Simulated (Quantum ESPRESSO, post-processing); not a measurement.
# 2H-MoS2: a series in the number of layers, part 8 of 8

What law, if any, do the results for 2H-MoS2 follow against the number of layers?

Quantum ESPRESSO 7.5; plane-wave DFT, PBE-D3(BJ), GBRV ultrasoft pseudopotentials.

So far. Step 11 (Relaxation with pw.x, 2 layers): The relaxation lowers the energy by 36 meV an atom. Step 15 (Relaxing the ions, 5 layers): The relaxation lowers the energy by 38 meV an atom.

### 19. Relaxation with pw.x, 6 layers

System of this step: 2H-MoS2, 6 layers, AA' stacking. The cell holds 18 atoms: 12 S and 6 Mo. Its edges and angles: a = 3.180 Å, b = 3.180 Å, c = 52.076 Å, α = 90.0°, β = 90.0°, γ = 120.0°. It derives from MoS2. Vacuum lies along c.

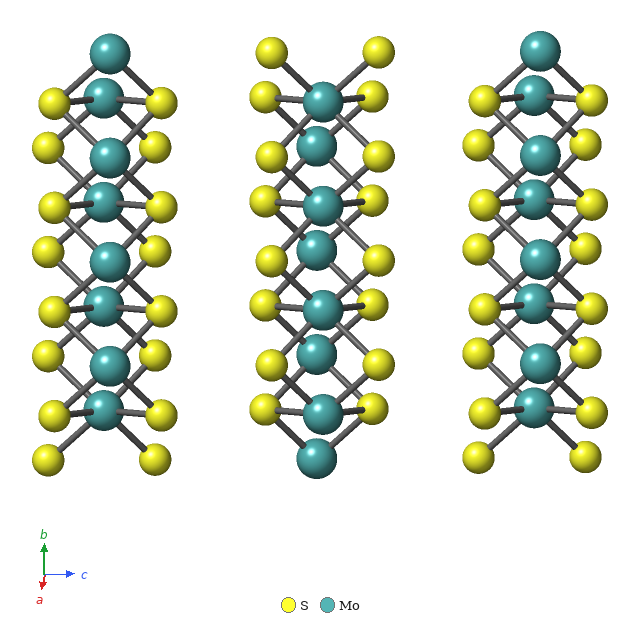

The cell of this step (sulfur yellow, molybdenum teal). Drawn is a stretch of 16 Å of the 36 Å that the atoms span along c, seen along the normal of the bc plane, with neighbouring cells across it.

m5.relax.in reads:

```
&control
  prefix = 'm5.relax'
  outdir = './out'
  pseudo_dir = './pseudo'
  nstep = 90
  forc_conv_thr = 6e-05
  calculation = 'relax'
  etot_conv_thr = 1e-07
/
&system
  ibrav = 0
  nat = 18
  ntyp = 2
  ecutwfc = 40
  ecutrho = 200
  vdw_corr = 'grimme-d3'
  dftd3_version = 4
  occupations = 'fixed'
/
&electrons
  conv_thr = 1e-10
  mixing_beta = 0.4
  electron_maxstep = 120
/
&ions
/
ATOMIC_SPECIES
  S   32.0600  s_pbe_v1.4.uspp.F.UPF
  Mo  95.9500  mo_pbe_v1.uspp.F.UPF
CELL_PARAMETERS angstrom
  3.18000000000000 0.00000000000000 0.00000000000000
  -1.59000000000000 2.75396078403451 0.00000000000000
  0.00000000000000 0.00000000000000 52.07558642799749
ATOMIC_POSITIONS crystal
  S   0.333333333300 0.666666666700 0.153622849952
  Mo  0.000000000000 0.000000000000 0.184948447625
  S   0.333333333300 0.666666666700 0.216274045297
  S   0.000000000000 0.000000000000 0.279643470902
  Mo  0.333333333300 0.666666666700 0.310969068575
  S   0.000000000000 0.000000000000 0.342294666247
  S   0.333333333300 0.666666666700 0.405664091852
  Mo  0.000000000000 0.000000000000 0.436989689525
  S   0.333333333300 0.666666666700 0.468315287197
  S   0.000000000000 0.000000000000 0.531684712803
  Mo  0.333333333300 0.666666666700 0.563010310475
  S   0.000000000000 0.000000000000 0.594335908148
  S   0.333333333300 0.666666666700 0.657705333753
  Mo  0.000000000000 0.000000000000 0.689030931425
  S   0.333333333300 0.666666666700 0.720356529098
  S   0.000000000000 0.000000000000 0.783725954703
  Mo  0.333333333300 0.666666666700 0.815051552375
  S   0.000000000000 0.000000000000 0.846377150048
K_POINTS automatic
  6 6 1 0 0 0
```

The run is started by

```sh
> OMP_NUM_THREADS=1 mpirun -n 8 pw.x -nk 2 -in m5.relax.in > m5.relax.out
```

What it wrote:

```text
[banner, memory and clock lines left out]
Program PWSCF v.7.5 starts

          URL

     Message from routine setup:
     using ibrav=0 with symmetry is DISCOURAGED, use correct ibrav instead

     bravais-lattice index     =            0
     lattice parameter (alat)  =       6.0093  a.u.
     unit-cell volume          =    3077.6246 (a.u.)^3
     number of atoms/cell      =           18
     number of atomic types    =            2
     number of electrons       =       156.00
     number of Kohn-Sham states=           78
     kinetic-energy cutoff     =      40.0000  Ry
     charge density cutoff     =     200.0000  Ry
     scf convergence threshold =      1.0E-10
     mixing beta               =       0.4000
     number of iterations used =            8  plain     mixing
     energy convergence thresh.=      1.0E-07
     force convergence thresh. =      6.0E-05
     Exchange-correlation= SLA  PW   PBE  PBE
                           (   1   4   3   4   0   0   0)
     nstep                     =           90

     celldm(1)=   6.009329  celldm(2)=   0.000000  celldm(3)=   0.000000
     celldm(4)=   0.000000  celldm(5)=   0.000000  celldm(6)=   0.000000

     crystal axes: (cart. coord. in units of alat)
               a(1) = (   1.000000   0.000000   0.000000 )
               a(2) = (  -0.500000   0.866025   0.000000 )
               a(3) = (   0.000000   0.000000  16.375971 )

     reciprocal axes: (cart. coord. in units 2 pi/alat)
               b(1) = (  1.000000  0.577350 -0.000000 )
               b(2) = (  0.000000  1.154701  0.000000 )
               b(3) = (  0.000000 -0.000000  0.061065 )

     PseudoPot. # 1 for S  read from file:
     ./pseudo/s_pbe_v1.4.uspp.F.UPF
     Pseudo is Ultrasoft + core correction, Zval =  6.0
     Generated by new atomic code, or converted to UPF format
     Using radial grid of  907 points,  6 beta functions with:
                l(1) =   0
                l(2) =   0
                l(3) =   1
                l(4) =   1
                l(5) =   2
                l(6) =   2
     Q(r) pseudized with  8 coefficients,  rinner =    1.300   1.300   1.300
                                                       1.300   1.300

     PseudoPot. # 2 for Mo read from file:
     ./pseudo/mo_pbe_v1.uspp.F.UPF
     Pseudo is Ultrasoft + core correction, Zval = 14.0
     Generated by new atomic code, or converted to UPF format
     Using radial grid of  889 points,  6 beta functions with:
                l(1) =   0
                l(2) =   0
                l(3) =   1
                l(4) =   1
                l(5) =   2
                l(6) =   2
     Q(r) pseudized with  6 coefficients,  rinner =    1.000   1.000   1.000
                                                       1.000   1.000

     atomic species   valence    mass     pseudopotential
[...]
-29.4237 -29.4237 -29.3798 -29.3798 -29.3796 -29.3796 -29.3769 -29.3769
    -6.7966  -6.7833  -6.7633  -6.7349  -6.7079  -6.6920  -6.5968  -6.5726
    -6.5483  -6.5275  -6.5142  -6.5084  -0.4404  -0.3968  -0.3322  -0.2532
    -0.1884  -0.1482   0.5516   0.5661   0.5939   0.6492   0.7185   0.7694
     1.1257   1.2580   1.4068   1.5525   1.6611   1.7284   2.2858   2.2992
     2.3175   2.3389   2.3552   2.3634   3.5039   3.5373   3.5885   3.6538
     3.7091   3.7437   4.4152   4.4468   4.4907   4.5409   4.5795   4.6026
     4.7941   4.8221   4.8563   4.8903   4.9131   4.9245

          k = 0.1667 0.2887 0.0000 ( 13120 PWs)   bands (ev):

   -55.3413 -55.3413 -55.3412 -55.3412 -55.3394 -55.3394 -29.5122 -29.5122
   -29.5119 -29.5119 -29.5092 -29.5092 -29.4543 -29.4543 -29.4541 -29.4541
   -29.4523 -29.4523 -29.3656 -29.3656 -29.3654 -29.3654 -29.3627 -29.3627
    -7.6708  -7.6429  -7.5998  -7.5416  -7.4890  -7.4542  -6.9995  -6.9439
    -6.8758  -6.8069  -6.7567  -6.7264   0.2118   0.2895   0.4082   0.5599
     0.6938   0.7789   1.5100   1.5134   1.5381   1.5547   1.5780   1.7307
     1.7441   1.8701   1.9036   1.9149   1.9220   1.9226   2.0991   2.1984
     2.3389   2.4743   2.5601   2.6040   3.5062   3.5091   3.5150   3.5234
     3.5329   3.5340   4.3989   4.4114   4.4399   4.4836   4.5396   4.5889
     4.6989   4.7093   4.7214   4.7337   4.7411   4.7430

          k = 0.1667 0.4811 0.0000 ( 13208 PWs)   bands (ev):

   -55.3271 -55.3271 -55.3269 -55.3269 -55.3252 -55.3252 -29.6211 -29.6211
   -29.6209 -29.6209 -29.6181 -29.6181 -29.4284 -29.4284 -29.4282 -29.4282
   -29.4257 -29.4257 -29.4255 -29.4255 -29.4255 -29.4255 -29.4237 -29.4237
    -6.8269  -6.8120  -6.7893  -6.7566  -6.7248  -6.7044  -6.5946  -6.5638
    -6.5324  -6.5044  -6.4857  -6.4760   0.0238   0.0632   0.1215   0.1931
     0.2512   0.2845   0.5530   0.5664   0.5835   0.5995   0.6118   0.6141
     1.3959   1.4448   1.5226   1.6343   1.7577   1.8807   2.0584   2.1878
     2.3120   2.4147   2.4718   2.4937   2.9987   3.0429   3.1055   3.1751
     3.2284   3.2603   3.6468   3.6847   3.7515   3.8448   3.9306   3.9909
     4.9442   4.9680   4.9979   5.0283   5.0503   5.0627

          k = 0.3333 0.5774 0.0000 ( 13296 PWs)   bands (ev):

   -55.3224 -55.3224 -55.3222 -55.3222 -55.3205 -55.3205 -29.5760 -29.5760
   -29.5757 -29.5757 -29.5729 -29.5729 -29.5320 -29.5320 -29.5318 -29.5318
   -29.5291 -29.5290 -29.4162 -29.4162 -29.4160 -29.4160 -29.4142 -29.4142
    -6.4777  -6.4777  -6.4776  -6.4776  -6.4627  -6.4627  -6.3984  -6.3984
    -6.3983  -6.3983  -6.3769  -6.3769   0.0005   0.0242   0.0587   0.1012
     0.1361   0.1572   0.8290   0.8290   0.8478   0.8478   0.8851   0.8851
     1.2951   1.3391   1.3985   1.4634   1.5131   1.5434   1.7751   1.7751
     1.8659   1.8659   1.9604   1.9604   2.4737   2.4737   2.6157   2.6157
     2.7419   2.7419   3.3696   3.3696   3.4412   3.4412   3.5067   3.5067
     5.4134   5.4347   5.4665   5.5056   5.5394   5.5616

     highest occupied level (ev):     6.2180

!    total energy              =   -1126.87559706 Ry
     estimated scf accuracy    <          4.7E-12 Ry

     The total energy is the sum of the following terms:
     one-electron contribution =  -14985.49431216 Ry
     hartree contribution      =    7532.30384136 Ry
     xc contribution           =    -217.81691582 Ry
     ewald contribution        =    6544.63428907 Ry
     DFT-D3 Dispersion         =      -0.50
[key lines of the parts left out:]
convergence has been achieved in  18 iterations
```

Elapsed: 84 min, on 8 MPI ranks of Arm Neoverse V2, shared host; peak memory 1.4 GiB.

The run was cut off at its time limit.

### 20. The series side by side

The series in one table:

```tsv
the number of layers	4πα/A, ions held (Å)	4πα/A, ions free (Å)	gap on the mesh (eV)	vacuum level over the valence top (eV)	energy (eV)
1 layers	5.081	5.089	1.651	5.934	-2555.1509
2 layers	10.28	10.29	1.125	5.414	-5110.5028
3 layers	15.45	15.47	1.009	5.305	-7665.8590
4 layers	20.64	20.65	0.9474	5.261	-10221.2164
5 layers	25.83	25.85	0.9058	5.241	-12776.5745
```

### 21. The arithmetic

4πα/A grows by 0.852 Å for each Å of thickness (clamped-ion); 1 − 1/ε = 0.852 gives ε = 6.8.

4πα/A grows by 0.852 Å for each Å of thickness (relaxed-ion); 1 − 1/ε = 0.852 gives ε = 6.8.

### 22. Summary of results

```yaml
clamped_ion_eps_from_the_slope_of_4pi_alpha_a_against_thickness: 6.8
relaxed_ion_eps_from_the_slope_of_4pi_alpha_a_against_thickness: 6.8
gap_at_5_layers: 0.91 eV
```

The series holds 5 members; clamped-ion ε from the slope of 4πα/A against thickness: 6.8; relaxed-ion ε from the slope of 4πα/A against thickness: 6.8; gap at 5 layers: 0.91 eV (PBE-D3(BJ), GBRV ultrasoft). So near one, the clamped-ion slope is touchy: 0.01 in it moves ε by 0.5. So near one, the relaxed-ion slope is touchy: 0.01 in it moves ε by 0.5. The gap goes from 1.65 to 0.91 eV as the slab grows from 3.1 to 27.5 Å. 1 of the planned members gave no usable result. Surface layers answer otherwise than the interior, so permittivities come from the slope against thickness; semilocal gaps overscreen; 1×1 cells forbid distortions that need a larger cell.

[Logs are printed without paths, hosts, clocks, repeated set-up lines and the standing remarks that a program may print on its own settings, such as how far it seeks lower states.]

[Hosts, paths, dates, database ids (printed as entryN), source tags and the programs' standing remarks are cut or masked in the printed files.]

[Maps of the electrostatic potential energy from Ansatz leave out the sawtooth potential of an applied field or a dipole correction, so their vacuum need not be flat; planar profiles and work functions include it.]
